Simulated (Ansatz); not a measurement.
**Single-point calculation of TaN (part 1 of 2)**

TaN (Pm-3m, 2 atoms in the cell), computed with DFT r2SCAN+U, scalar-relativistic, plane waves, PAW, Ueff = 1 eV on Ta atom 1 d, spin-polarised (Ansatz 0.2.0).

The structure was built on a prototype by a generator; it need not be a known phase. It belongs to a series of runs on one base structure; here: natural orbitals of the symmetric run, filled by rank. Figures and captions count atoms from 1; the log counts them from 0 in places.

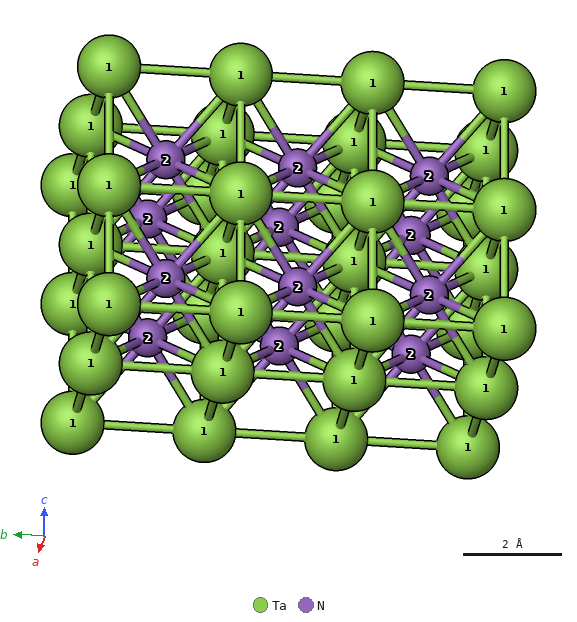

*The structure as given in the input (ball-and-stick view of the cell of the calculation, repeated 2 × 3 × 2, seen at an oblique angle; atoms are numbered from 1 in the order of the input). An atom can appear more than once, as a periodic image.*

Near neighbours in the periodic cell (some may lie outside the picture): Ta has 8 N at 2.37 Å and 6 Ta at 2.73 Å; N has 8 Ta at 2.37 Å.

**The input**
```yaml
crystal:
  lattice:
    - [2.73230769, 0.0, 0.0]
    - [0.0, 2.73230769, 0.0]
    - [0.0, 0.0, 2.73230769]
  atoms:
    - { symbol: Ta, position: [0.0, 0.0, 0.0], spin: 2.0 }
    - { symbol: "N", position: [0.5, 0.5, 0.5] }
basis:
  ecutwfc: 500
  ecutrho_ratio: 4
kpoints:
  mp_grid: { grid: [7, 7, 7] }
hamiltonian:
  xc: r2scan
  hubbard:
    sites:
      - { site: 0, l: d, u_eff: 1.0, starting_ns: [{ spin: up, occupation_matrix: s0up }, { spin: down, occupation_matrix: s0down }] }
    occupation_matrices:
      s0up:
        matrix:
          - [0.97, 0.0, 0.0, 0.0, 0.0]
          - [0.0, 0.02, 0.0, 0.0, 0.0]
          - [0.0, 0.0, 0.02, 0.0, 0.0]
          - [0.0, 0.0, 0.0, 0.97, 0.0]
          - [0.0, 0.0, 0.0, 0.0, 0.02]
      s0down:
        matrix:
          - [0.02, 0.0, 0.0, 0.0, 0.0]
          - [0.0, 0.02, 0.0, 0.0, 0.0]
          - [0.0, 0.0, 0.02, 0.0, 0.0]
          - [0.0, 0.0, 0.0, 0.02, 0.0]
          - [0.0, 0.0, 0.0, 0.0, 0.02]
    ns_hold: { iters: 10 }
scf:
  occupations: { method: gaussian, width: 0.05 }
  lower_state_search: "off"
  max_iter: 150
output:
  forces: true
  stress: true
  eigenvalues: true
  populations: true
  hubbard: { sites: [{ site: 0, l: d }] }
  write_density: true
  write_potential: true
  elf: true
  volumetric_format: npy
magnetization:
  spin_polarized: true
```

Launch command:
```bash
ansatz run input.yaml --threads 2 --pin off --max-ram 3072MiB --backend cpu --events-out ev --progress --plain --runs-dir out
```

**The program's output**
```
Ta: projections on atomic orbitals take those of the free atom [Kr 4d10 4f14] 5s2 5p6 5d3 6s2, of charge +0.00 (hamiltonian.pseudopotentials.projection_atoms); the dataset's partial waves leave at most 6.0e-5 of an orbital's norm unspanned inside its sphere
N: projections on atomic orbitals take those of the free atom [He] 2s2 2p3, of charge +0.00 (hamiltonian.pseudopotentials.projection_atoms); the dataset's partial waves leave at most 9.3e-9 of an orbital's norm unspanned inside its sphere
Engine: ansatz 0.2.0, x86_64-unknown-linux-gnu
Pseudopotentials: kind: paw
Pseudopotential: Ta, paw, valence charge 13, recommended cutoff 500 eV (meta_gga), Ta.paw.azcp
Pseudopotential: N, paw, valence charge 5, recommended cutoff 500 eV (meta_gga), N.paw.azcp
Functional definition: r2SCAN
  parameter k0 = 0.174
  parameter k1 = 0.065
  parameter a1 = 4.9479
  exchange = r2scan_x(k0 = k0, k1 = k1, a1 = a1)
  correlation = r2scan_c
Crystal: 2 atoms, lattice volume = 20.398 Å³
Basis set: ecut = 500 eV, 485 PW (Γ), exchange–correlation on 80×80×80 points (64 copies of the dense FFT grid, shifted against one another)
Bands: 14, of which v1, the nominal top of the filled ones, is band 9 counted from 1 (8 counted from 0)
Symmetry: 48 space group operations
Space group: Pm-3m (ITA 221), of the structure as read, at distance tolerance 2.7e-5 Å
Magnetic group: BNS 221.92 (UNI 1594), of the structure as read, at distance tolerance 2.7e-5 Å
k-points: 20 of 343
Non-local potential: Ta, projectors of the file, l = 0: 3, l = 1: 2, l = 2: 2, l = 3: 1
Non-local potential: N, projectors of the file, l = 0: 2, l = 1: 2, l = 2: 1
PAW form: soft (Blöchl's): semilocal exchange-correlation on the pseudo side does not see the compensation charge
PAW frozen core: Ta, regenerated for the run's functional (the file was generated under x = pbe(κ = 0.804, μ = 0.2195149727645171), c = pbe(β = 0.06672455060314922))
PAW frozen core: N, regenerated for the run's functional (the file was generated under x = pbe(κ = 0.804, μ = 0.2195149727645171), c = pbe(β = 0.06672455060314922))
PAW one-centre angular grid: Ta, 590 points (default); XC on 160 Gauss nodes
PAW one-centre angular grid: N, 302 points (default); XC on 160 Gauss nodes
Initial density: superposition of atomic densities (chi_scale 0.1, normalization cell, long waves kept (reshape's long-wave potential 0.00 eV rms))
Starting moments: Σ|m| = 2 μB on 1 of 2 sites
Initial wavefunctions: pseudopotential atomic-orbital guess
Functional: x = r2scan, c = r2scan; τ floored in thin density (d = 2e-4 eV/Å³)
iter 1 solved again at ethr=1.35e-3 eV; its pass at ethr=3.10e-3 eV (dr2=2.42e-1 eV) is discarded
```
